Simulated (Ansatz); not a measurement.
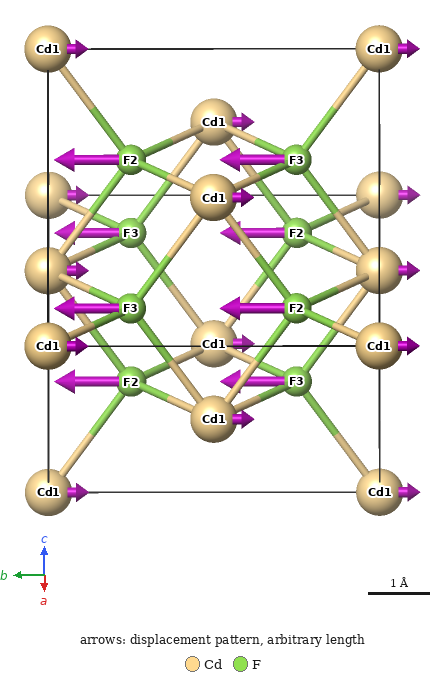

The lowest optical mode of solid CdF2 (a generated structure), space group Fm-3m (No. 225), at the zone centre. The purple arrows are the displacements of the atoms (eigenvector over the root of the mass), of arbitrary overall length and sign. Style: ball-and-stick. Shown: the conventional cell (4 times the calculation's cell), from a free direction. Lengths and directions refer to the drawn axes.

Computed with Ansatz, DFT PBE, scalar-relativistic, plane waves, PAW. Set-up: plane-wave cutoff 420 eV; k-point mesh 8 × 8 × 8; occupations fixed; no spin polarisation.

Frequencies are those without the non-analytic (LO–TO) term.

Question: Is this crystal at a minimum with respect to the drawn distortion?

Answer: Yes: this softest mode has a real frequency, and so have all others here. That speaks for this wave vector alone: the rest of the zone wasn't checked in this run. This is the T₁u mode (triply degenerate; one member of the set is drawn) at 193 cm⁻¹, the lowest optical level, infrared-active by symmetry. The F sublattice moves against the Cd sublattice, along b; the kinetic energy is shared as F 75 %, Cd 25 %. Its infrared intensity is 15 (D/Å)²/amu for the set. The value is the transverse one; the longitudinal partner lies at 358 cm⁻¹.
